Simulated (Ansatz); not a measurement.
## Nudged elastic band, with input and output: Pd27H (part 1 of 3)

The run: nudged elastic band of Pd27H (defect cell, 28 atoms in the cell). Method and program: DFT LDA, scalar-relativistic, plane waves, PAW, no spin polarisation (Ansatz 0.2.0).

The structure derives from a Materials Project entry. It belongs to a series of runs on one base structure; here: climbing-image band for the jump of H by 2.71 A.

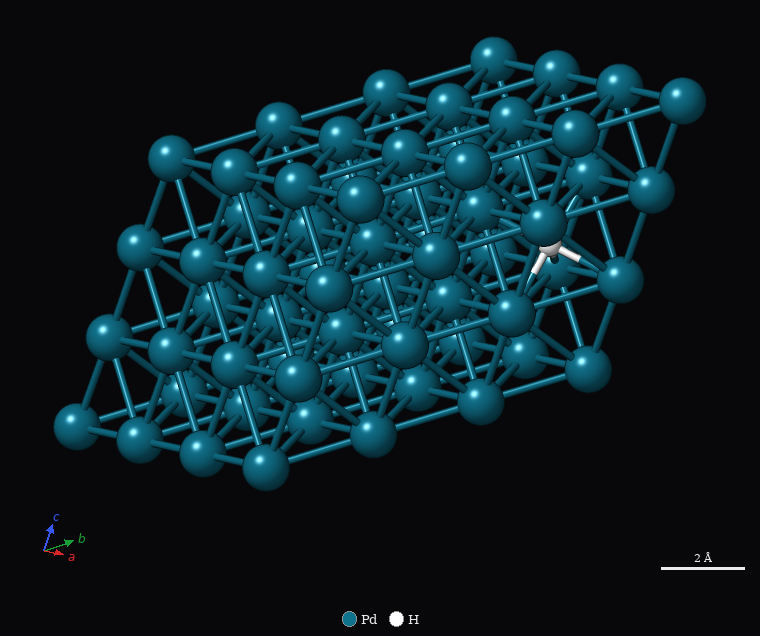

Fig. 1: The input geometry (ball-and-stick view of the cell of the calculation, seen at an oblique angle).

**The input**
```yaml
crystal:
  lattice:
    - [-5.7585630097, 5.7585630097, 0.0]
    - [-5.7585630097, 0.0, 5.7585630097]
    - [0.0, 5.7585630097, 5.7585630097]
  atoms:
    - { symbol: Pd, position: [0.0003334748, 0.0003241453, -0.0009574234] }
    - { symbol: Pd, position: [0.3333223977, -3.96244e-05, 1.56644e-05] }
    - { symbol: Pd, position: [-3.23673e-05, 0.3333234597, 1.01291e-05] }
    - { symbol: Pd, position: [0.0020736003, 0.0020751496, 0.3312587881] }
    - { symbol: Pd, position: [0.6667348889, -3.92405e-05, -1.51023e-05] }
    - { symbol: Pd, position: [0.3333637292, 0.3333509507, -1.79549e-05] }
    - { symbol: Pd, position: [0.3333164345, -4.19543e-05, 0.3333754621] }
    - { symbol: Pd, position: [-3.30257e-05, 0.6667254054, -1.36745e-05] }
    - { symbol: Pd, position: [-3.48012e-05, 0.333318715, 0.3333727831] }
    - { symbol: Pd, position: [0.0003309936, 0.0003221719, 0.6669686461] }
    - { symbol: Pd, position: [0.6667499442, 0.3333333333, 0.0] }
    - { symbol: Pd, position: [0.6645327811, 0.0021847706, 0.3311482568] }
    - { symbol: Pd, position: [0.3333333333, 0.6667386871, 7.3169e-06] }
    - { symbol: Pd, position: [0.333346401, 0.3333490383, 0.3333726138] }
    - { symbol: Pd, position: [0.3323891868, 0.0003361755, 0.6669727717] }
    - { symbol: Pd, position: [0.0021737298, 0.6645435156, 0.3311710261] }
    - { symbol: Pd, position: [0.0003436908, 0.3323839175, 0.6669714045] }
    - { symbol: Pd, position: [0.6663652105, 0.6663620428, 0.0009497514] }
    - { symbol: Pd, position: [0.6663663703, 0.3342914367, 0.3330090017] }
    - { symbol: Pd, position: [0.6645526158, 0.0021651044, 0.6687923112] }
    - { symbol: Pd, position: [0.3342876091, 0.6663650554, 0.3330113181] }
    - { symbol: Pd, position: [0.3333447803, 0.3333478281, 0.6666078381] }
    - { symbol: Pd, position: [0.0021520064, 0.664559306, 0.6687738879] }
    - { symbol: Pd, position: [0.6663644686, 0.6663608116, 0.3329971891] }
    - { symbol: Pd, position: [0.6667463936, 0.3333270743, 0.666594309] }
    - { symbol: Pd, position: [0.3333254471, 0.6667370471, 0.6665963367] }
    - { symbol: Pd, position: [0.6644744845, 0.6644736962, 0.6688600708] }
    - { symbol: H, position: [0.8320307307, 0.8325324579, 0.5008345285] }
basis:
  ecutwfc: 420
  xc_grid: 2
kpoints:
  mp_grid: { grid: [4, 4, 4], shift: [0.0, 0.0, 0.0] }
hamiltonian:
  xc: lda
scf:
  occupations: { method: gaussian, width: 0.1 }
output:
  forces: true
neb:
  images: 5
  f_tol: 0.05
  max_iterations: 70
  order_check: false
  final_atoms:
    - { symbol: Pd, position: [0.0003241453, 0.0002998034, 0.0003334748] }
    - { symbol: Pd, position: [0.3323839175, 0.0003009872, 0.0003436908] }
    - { symbol: Pd, position: [0.0003221719, 0.3323781885, 0.0003309936] }
    - { symbol: Pd, position: [0.0003361755, 0.000301866, 0.3323891868] }
    - { symbol: Pd, position: [0.6645435156, 0.0021117285, 0.0021737298] }
    - { symbol: Pd, position: [0.333318715, 0.333343303, -3.48012e-05] }
    - { symbol: Pd, position: [0.3333490383, -6.80531e-05, 0.333346401] }
    - { symbol: Pd, position: [0.0020751496, 0.664592462, 0.0020736003] }
    - { symbol: Pd, position: [-4.19543e-05, 0.3333500577, 0.3333164345] }
    - { symbol: Pd, position: [0.0021847706, 0.0021341916, 0.6645327811] }
    - { symbol: Pd, position: [0.6667254054, 0.3333212948, -3.30257e-05] }
    - { symbol: Pd, position: [0.6667386871, -7.93373e-05, 0.3333333333] }
    - { symbol: Pd, position: [0.3333234597, 0.6666987785, -3.23673e-05] }
    - { symbol: Pd, position: [0.3333509507, 0.3333032751, 0.3333637292] }
    - { symbol: Pd, position: [0.3333333333, -8.32776e-05, 0.6667499442] }
    - { symbol: Pd, position: [-3.96244e-05, 0.6667015623, 0.3333223977] }
    - { symbol: Pd, position: [-3.92405e-05, 0.3333194539, 0.6667348889] }
    - { symbol: Pd, position: [0.664559306, 0.6645147997, 0.0021520064] }
    - { symbol: Pd, position: [0.6667370471, 0.3333411691, 0.3333254471] }
    - { symbol: Pd, position: [0.6644736962, 0.0021917485, 0.6644744845] }
    - { symbol: Pd, position: [0.3333478281, 0.6666995535, 0.3333447803] }
    - { symbol: Pd, position: [0.3333270743, 0.3333322231, 0.6667463936] }
    - { symbol: Pd, position: [0.0021651044, 0.6644899686, 0.6645526158] }
    - { symbol: Pd, position: [0.6663650554, 0.6663360175, 0.3342876091] }
    - { symbol: Pd, position: [0.6663608116, 0.3342775307, 0.6663644686] }
    - { symbol: Pd, position: [0.3342914367, 0.6663331913, 0.6663663703] }
    - { symbol: Pd, position: [0.6663620428, 0.6663229953, 0.6663652105] }
    - { symbol: H, position: [0.8325324579, 0.8346022829, 0.8320307307] }
```

Machine: 8 threads of Intel Xeon @ 2.70GHz, 189 GiB of memory available, shared host.

Command:
```bash
ansatz run input.yaml --threads 8 --pin off --max-ram 20480MiB --backend cpu --events-out ev --progress --plain --runs-dir out
```

**Output**
```
Warning: neb: disabling space-group detection — the band's intermediate images generally break the endpoint symmetry, so no spatial operation reduces the k-mesh or symmetrises the density, except that a semilocal band can use its path's symmetry ahead of convergence; time reversal is kept, so that k and −k are solved as one point where they differ and the mesh holds both, and exact exchange and, on two spinor components, a DFT+U term hold to it where the run has them: on two components no moment then forms, and a state that bears one, which a typed moment (crystal.atoms[].spin; refused beside efield: under a hybrid functional) reaches, can lie lower, under hf by electronvolts; crystal.symmetry.detect: false (a key that needs symmetry detection or time reversal refuses this as the deck is read) with time_reversal: false beside it drops time reversal too
Engine: ansatz 0.2.0, x86_64-unknown-linux-gnu
Pseudopotentials: kind: paw
Pseudopotential: Pd, paw, valence charge 18, recommended cutoff 420 eV (normal), Pd.paw.azcp
Pseudopotential: H, paw, valence charge 1, recommended cutoff 420 eV (normal), H.paw.azcp
Functional definition: SPW92
  exchange = slater_x
  correlation = pw_c
parallel-image band execution: 3 concurrent image workers
NEB image 0
Crystal: 28 atoms, lattice volume = 381.920 Å³
Basis set: ecut = 420 eV, 7391 PW (Γ), exchange–correlation on 120×120×120 points (8 copies of the dense FFT grid, shifted against one another)
Bands: 293, of which v1, the nominal top of the filled ones, is band 244 counted from 1 (243 counted from 0)
Symmetry: 1 space group operations
k-points: 36 of 64 (time reversal used)
Non-local potential: Pd, projectors of the file, l = 0: 2, l = 1: 2, l = 2: 2, l = 3: 1
Non-local potential: H, projectors of the file, l = 0: 2, l = 1: 1
PAW form: soft (Blöchl's): semilocal exchange-correlation on the pseudo side does not see the compensation charge
PAW frozen core: Pd, regenerated for the run's functional, and the local potential with it (the file was generated under x = pbe(κ = 0.804, μ = 0.2195149727645171), c = pbe(β = 0.06672455060314922))
PAW one-centre angular grid: Pd, 590 points (default); XC on 64 Gauss nodes
PAW one-centre angular grid: H, 110 points (default); XC on 64 Gauss nodes
Initial density: superposition of atomic densities (neutral atoms: chi_scale 0, normalization atom), corrected by the library's trained network
Initial wavefunctions: pseudopotential atomic-orbital guess
Functional: x = slater, c = lda
SCF iter   1: F=—  HF=-184820.141664 eV  |F-HF|=—  |Δ(HF+E_count)|=         —  Δρ=1.28e-2  dr2=4.58e-1  ethr=1.77e-3  ⟨swp⟩=5.0  Hψ=36808  notcnv=0  defer=542
preconditioner: auto → Kerker (q_TF=auto, 2.841 Å⁻¹)  [metal: Δε(μ)=0.002 eV  Ē_g=9.092 eV  σ=0.100 eV  W_gap=0.01  n_scr=168 (ndim 8)  ℏωp=31.3 eV  f_vac=0.000  D(μ)=60.82/eV (n_scr^D=964)]
SCF iter   2: F=—  HF=-184820.032283 eV  |F-HF|=—  |Δ(HF+E_count)|=   1.09e-1  Δρ=5.48e-3  dr2=7.64e-2  ethr=9.40e-5  ⟨swp⟩=2.4  Hψ=17064  notcnv=0  defer=596
SCF iter   3: F=—  HF=-184820.009539 eV  |F-HF|=—  |Δ(HF+E_count)|=   2.27e-2  Δρ=9.07e-4  dr2=2.05e-3  ethr=1.57e-5  ⟨swp⟩=2.0  Hψ=13781  notcnv=0  defer=596
SCF iter   4: F=—  HF=-184820.009113 eV  |F-HF|=—  |Δ(HF+E_count)|=   4.26e-4  Δρ=1.50e-4  dr2=1.75e-4  ethr=4.22e-7  ⟨swp⟩=2.0  Hψ=13422  notcnv=0  defer=596
SCF iter   5: F=—  HF=-184820.009043 eV  |F-HF|=—  |Δ(HF+E_count)|=   6.92e-5  Δρ=3.33e-5  dr2=7.72e-6  ethr=3.60e-8  ⟨swp⟩=2.0  Hψ=13691  notcnv=0  defer=596
SCF iter   6: F=—  HF=-184820.008795 eV  |F-HF|=—  |Δ(HF+E_count)|=   2.49e-4  Δρ=9.93e-6  dr2=1.20e-6  ethr=1.59e-9  ⟨swp⟩=2.1  Hψ=13792  notcnv=0  defer=596
SCF iter   7: F=-184820.008795 eV  HF=-184820.008795 eV  |F-HF|=2.60e-8  |Δ(HF+E_count)|=   7.23e-8  Δρ=3.67e-6  dr2=3.59e-8  ethr=2.05e-11  ⟨swp⟩=2.1  Hψ=30749  notcnv=0
SCF 1 converged in 7 iterations: F = -184820.008795 eV  dr2 = 3.59e-8
  greatest PAW one-centre occupation: 0.998 electrons in one spin orbital (limit 2), on the Pd atom at site 26 (counted from 0), in its partial waves of l = 0
NSCF: frozen V_eff on 36 k-points
NEB image 6
SCF iter   1: F=—  HF=-184820.141665 eV  |F-HF|=—  |Δ(HF+E_count)|=         —  Δρ=1.28e-2  dr2=4.58e-1  ethr=1.77e-3  ⟨swp⟩=5.0  Hψ=36807  notcnv=0  defer=542
SCF iter   2: F=—  HF=-184820.032281 eV  |F-HF|=—  |Δ(HF+E_count)|=   1.09e-1  Δρ=5.48e-3  dr2=7.64e-2  ethr=9.40e-5  ⟨swp⟩=2.4  Hψ=17063  notcnv=0  defer=596
SCF iter   3: F=—  HF=-184820.009534 eV  |F-HF|=—  |Δ(HF+E_count)|=   2.27e-2  Δρ=9.07e-4  dr2=2.05e-3  ethr=1.57e-5  ⟨swp⟩=2.0  Hψ=13781  notcnv=0  defer=596
SCF iter   4: F=—  HF=-184820.009098 eV  |F-HF|=—  |Δ(HF+E_count)|=   4.36e-4  Δρ=1.50e-4  dr2=1.75e-4  ethr=4.22e-7  ⟨swp⟩=2.0  Hψ=13397  notcnv=0  defer=596
SCF iter   5: F=—  HF=-184820.009051 eV  |F-HF|=—  |Δ(HF+E_count)|=   4.64e-5  Δρ=3.34e-5  dr2=7.72e-6  ethr=3.60e-8  ⟨swp⟩=2.0  Hψ=13691  notcnv=0  defer=596
SCF iter   6: F=—  HF=-184820.008795 eV  |F-HF|=—  |Δ(HF+E_count)|=   2.57e-4  Δρ=1.00e-5  dr2=1.21e-6  ethr=1.58e-9  ⟨swp⟩=2.1  Hψ=13795  notcnv=0  defer=596
SCF iter   7: F=-184820.008795 eV  HF=-184820.008795 eV  |F-HF|=2.66e-8  |Δ(HF+E_count)|=   7.28e-8  Δρ=3.68e-6  dr2=3.67e-8  ethr=2.05e-11  ⟨swp⟩=2.1  Hψ=30746  notcnv=0
SCF 2 converged in 7 iterations: F = -184820.008795 eV  dr2 = 3.67e-8
[... from here on the iterations of each SCF are left out, up to the last one ...]
NSCF: frozen V_eff on 36 k-points
NEB end point (image 0): max|allowed force component| = 9.389e-3 eV/Å (the criterion of neb.relax_end_points is 1.000e-2)
NEB end point (image 6): max|allowed force component| = 9.389e-3 eV/Å (the criterion of neb.relax_end_points is 1.000e-2)
NEB image 1
preconditioner: auto → Kerker (q_TF=auto, 2.841 Å⁻¹)  [metal: Δε(μ)=0.002 eV  Ē_g=9.086 eV  σ=0.100 eV  W_gap=0.01  n_scr=168 (ndim 8)  ℏωp=31.3 eV  f_vac=0.000  D(μ)=60.56/eV (n_scr^D=964)]
SCF 3 converged in 8 iterations: F = -184819.857230 eV  dr2 = 5.98e-9
NEB image 2
preconditioner: auto → Kerker (q_TF=auto, 2.841 Å⁻¹)  [metal: Δε(μ)=0.000 eV  Ē_g=9.080 eV  σ=0.100 eV  W_gap=0.00  n_scr=168 (ndim 8)  ℏωp=31.3 eV  f_vac=0.000  D(μ)=59.77/eV (n_scr^D=940)]
SCF 4 converged in 8 iterations: F = -184819.095617 eV  dr2 = 5.33e-9
NEB image 3
preconditioner: auto → Kerker (q_TF=auto, 2.841 Å⁻¹)  [metal: Δε(μ)=0.000 eV  Ē_g=9.073 eV  σ=0.100 eV  W_gap=0.00  n_scr=168 (ndim 8)  ℏωp=31.3 eV  f_vac=0.000  D(μ)=59.42/eV (n_scr^D=940)]
SCF 5 converged in 7 iterations: F = -184818.427978 eV  dr2 = 4.13e-8
NEB image 4
preconditioner: auto → Kerker (q_TF=auto, 2.841 Å⁻¹)  [metal: Δε(μ)=0.001 eV  Ē_g=9.084 eV  σ=0.100 eV  W_gap=0.00  n_scr=168 (ndim 8)  ℏωp=31.3 eV  f_vac=0.000  D(μ)=59.76/eV (n_scr^D=940)]
SCF 6 converged in 8 iterations: F = -184819.073346 eV  dr2 = 5.44e-9
NEB image 5
preconditioner: auto → Kerker (q_TF=auto, 2.841 Å⁻¹)  [metal: Δε(μ)=0.002 eV  Ē_g=9.087 eV  σ=0.100 eV  W_gap=0.01  n_scr=168 (ndim 8)  ℏωp=31.3 eV  f_vac=0.000  D(μ)=60.55/eV (n_scr^D=964)]
SCF 7 converged in 8 iterations: F = -184819.848317 eV  dr2 = 5.83e-9
NEB iter   1: max|band force component| = 4.167e0 eV/Å  barrier→ = 1.5808 eV  barrier← = 1.5808 eV  Δτ_max = 0.1187 Å  (53 SCF iters)
NEB image 1
Initial density: handed on by an earlier stage of this run
Initial wavefunctions: those handed on with the density
preconditioner: auto → Kerker (q_TF=auto, 2.841 Å⁻¹)  [metal: Δε(μ)=0.001 eV  Ē_g=9.119 eV  σ=0.100 eV  W_gap=0.01  n_scr=168 (ndim 8)  ℏωp=31.3 eV  f_vac=0.000  D(μ)=61.35/eV (n_scr^D=964)]
SCF 8 converged in 7 iterations: F = -184819.904280 eV  dr2 = 2.18e-8
NEB image 2
preconditioner: auto → Kerker (q_TF=auto, 2.841 Å⁻¹)  [metal: Δε(μ)=0.001 eV  Ē_g=9.114 eV  σ=0.100 eV  W_gap=0.01  n_scr=168 (ndim 8)  ℏωp=31.3 eV  f_vac=0.000  D(μ)=61.14/eV (n_scr^D=964)]
SCF 9 converged in 8 iterations: F = -184819.520098 eV  dr2 = 1.41e-8
NEB image 3
preconditioner: auto → Kerker (q_TF=auto, 2.841 Å⁻¹)  [metal: Δε(μ)=0.001 eV  Ē_g=9.123 eV  σ=0.100 eV  W_gap=0.01  n_scr=168 (ndim 8)  ℏωp=31.3 eV  f_vac=0.000  D(μ)=60.93/eV (n_scr^D=964)]
SCF 10 converged in 8 iterations: F = -184819.231317 eV  dr2 = 1.79e-8
NEB image 4
preconditioner: auto → Kerker (q_TF=auto, 2.841 Å⁻¹)  [metal: Δε(μ)=0.001 eV  Ē_g=9.114 eV  σ=0.100 eV  W_gap=0.00  n_scr=168 (ndim 8)  ℏωp=31.3 eV  f_vac=0.000  D(μ)=61.13/eV (n_scr^D=964)]
SCF 11 converged in 8 iterations: F = -184819.509489 eV  dr2 = 1.42e-8
NEB image 5
preconditioner: auto → Kerker (q_TF=auto, 2.841 Å⁻¹)  [metal: Δε(μ)=0.001 eV  Ē_g=9.119 eV  σ=0.100 eV  W_gap=0.01  n_scr=168 (ndim 8)  ℏωp=31.3 eV  f_vac=0.000  D(μ)=61.34/eV (n_scr^D=964)]
SCF 12 converged in 7 iterations: F = -184819.898535 eV  dr2 = 2.51e-8
NEB iter   2: max|band force component| = 9.759e-1 eV/Å  barrier→ = 0.7775 eV  barrier← = 0.7775 eV  Δτ_max = 0.0400 Å  (38 SCF iters)
NEB image 1
preconditioner: auto → Kerker (q_TF=auto, 2.841 Å⁻¹)  [metal: Δε(μ)=0.001 eV  Ē_g=9.111 eV  σ=0.100 eV  W_gap=0.01  n_scr=168 (ndim 8)  ℏωp=31.3 eV  f_vac=0.000  D(μ)=61.29/eV (n_scr^D=964)]
SCF 13 converged in 6 iterations: F = -184819.906096 eV  dr2 = 4.78e-8
NEB image 2
preconditioner: auto → Kerker (q_TF=auto, 2.841 Å⁻¹)  [metal: Δε(μ)=0.001 eV  Ē_g=9.097 eV  σ=0.100 eV  W_gap=0.01  n_scr=168 (ndim 8)  ℏωp=31.3 eV  f_vac=0.000  D(μ)=61.09/eV (n_scr^D=964)]
SCF 14 converged in 7 iterations: F = -184819.560405 eV  dr2 = 2.87e-8
NEB image 3
preconditioner: auto → Kerker (q_TF=auto, 2.841 Å⁻¹)  [metal: Δε(μ)=0.001 eV  Ē_g=9.106 eV  σ=0.100 eV  W_gap=0.01  n_scr=168 (ndim 8)  ℏωp=31.3 eV  f_vac=0.000  D(μ)=60.94/eV (n_scr^D=964)]
SCF 15 converged in 7 iterations: F = -184819.308581 eV  dr2 = 5.03e-8
NEB image 4
preconditioner: auto → Kerker (q_TF=auto, 2.841 Å⁻¹)  [metal: Δε(μ)=0.001 eV  Ē_g=9.098 eV  σ=0.100 eV  W_gap=0.01  n_scr=168 (ndim 8)  ℏωp=31.3 eV  f_vac=0.000  D(μ)=61.09/eV (n_scr^D=964)]
SCF 16 converged in 7 iterations: F = -184819.551160 eV  dr2 = 2.94e-8
NEB image 5
SCF 17 converged in 6 iterations: F = -184819.900748 eV  dr2 = 5.22e-8
NEB iter   3: max|band force component| = 2.648e-1 eV/Å  barrier→ = 0.7002 eV  barrier← = 0.7002 eV  CI = image 3  Δτ_max = 0.0147 Å  (33 SCF iters)
NEB image 1
SCF 18 converged in 6 iterations: F = -184819.904134 eV  dr2 = 1.80e-9
NEB image 2
preconditioner: auto → Kerker (q_TF=auto, 2.841 Å⁻¹)  [metal: Δε(μ)=0.002 eV  Ē_g=9.096 eV  σ=0.100 eV  W_gap=0.01  n_scr=168 (ndim 8)  ℏωp=31.3 eV  f_vac=0.000  D(μ)=61.10/eV (n_scr^D=964)]
SCF 19 converged in 6 iterations: F = -184819.559893 eV  dr2 = 2.85e-8
NEB image 3
preconditioner: auto → Kerker (q_TF=auto, 2.841 Å⁻¹)  [metal: Δε(μ)=0.003 eV  Ē_g=9.110 eV  σ=0.100 eV  W_gap=0.02  n_scr=168 (ndim 8)  ℏωp=31.3 eV  f_vac=0.000  D(μ)=60.99/eV (n_scr^D=964)]
SCF 20 converged in 6 iterations: F = -184819.315209 eV  dr2 = 7.43e-8
NEB image 4
preconditioner: auto → Kerker (q_TF=auto, 2.841 Å⁻¹)  [metal: Δε(μ)=0.002 eV  Ē_g=9.096 eV  σ=0.100 eV  W_gap=0.01  n_scr=168 (ndim 8)  ℏωp=31.3 eV  f_vac=0.000  D(μ)=61.11/eV (n_scr^D=964)]
SCF 21 converged in 6 iterations: F = -184819.556453 eV  dr2 = 4.23e-8
NEB image 5
iter 1 solved again at ethr=1.55e-7 eV; its pass at ethr=3.10e-3 eV (dr2=7.52e-4 eV) is discarded
SCF iter   1: F=—  HF=-184819.901118 eV  |F-HF|=—  |Δ(HF+E_count)|=         —  Δρ=6.09e-4  dr2=8.02e-4  ethr=1.55e-7  ⟨swp⟩=2.0  Hψ=35847  notcnv=0
preconditioner: auto → Kerker (q_TF=auto, 2.841 Å⁻¹)  [metal: Δε(μ)=0.001 eV  Ē_g=9.111 eV  σ=0.100 eV  W_gap=0.00  n_scr=168 (ndim 8)  ℏωp=31.3 eV  f_vac=0.000  D(μ)=61.28/eV (n_scr^D=964)]
SCF iter   2: F=—  HF=-184819.900883 eV  |F-HF|=—  |Δ(HF+E_count)|=   2.35e-4  Δρ=3.49e-4  dr2=2.86e-4  ethr=1.55e-7  ⟨swp⟩=2.0  Hψ=10583  notcnv=0
SCF iter   3: F=—  HF=-184819.900763 eV  |F-HF|=—  |Δ(HF+E_count)|=   1.20e-4  Δρ=3.05e-5  dr2=1.95e-6  ethr=5.87e-8  ⟨swp⟩=2.0  Hψ=15488  notcnv=0
SCF iter   4: F=—  HF=-184819.900542 eV  |F-HF|=—  |Δ(HF+E_count)|=   2.21e-4  Δρ=7.32e-6  dr2=1.44e-7  ethr=4.00e-10  ⟨swp⟩=2.0  Hψ=19300  notcnv=0
iter 5 did not close the SCF: its close was put off for the readings that it lacked (scf_convergence_deferred on its scf_iter line)
SCF iter   5: F=-184819.900542 eV  HF=-184819.900542 eV  |F-HF|=1.18e-8  |Δ(HF+E_count)|=   2.02e-8  Δρ=2.60e-6  dr2=1.77e-8  ethr=2.96e-11  ⟨swp⟩=2.0  Hψ=18399  notcnv=0
SCF iter   6: F=-184819.900542 eV  HF=-184819.900542 eV  |F-HF|=1.51e-9  |Δ(HF+E_count)|=   1.22e-9  Δρ=6.23e-7  dr2=2.12e-9  ethr=3.63e-12  ⟨swp⟩=2.0  Hψ=21276  notcnv=0
SCF 22 converged in 6 iterations: F = -184819.900542 eV  dr2 = 2.12e-9
NEB image 1
NSCF: frozen V_eff on 36 k-points
NEB image 2
NSCF: frozen V_eff on 36 k-points
NEB image 4
NSCF: frozen V_eff on 36 k-points
NEB image 5
NSCF: frozen V_eff on 36 k-points
NEB image 3
NSCF: frozen V_eff on 36 k-points
the band table was solved once a step of the walk had ended and its energy, with any forces and stress, was formed, with the checks that follow a solve (29550 applications of the Hamiltonian). They found nothing against the state; the energy, forces and stress were not computed again (output.eigenvalues in the input reference)
NEB iter   4: max|band force component| = 3.948e-2 eV/Å  barrier→ = 0.6936 eV  barrier← = 0.6936 eV  CI = image 3  Δτ_max = 0.0000 Å  (30 SCF iters)
```
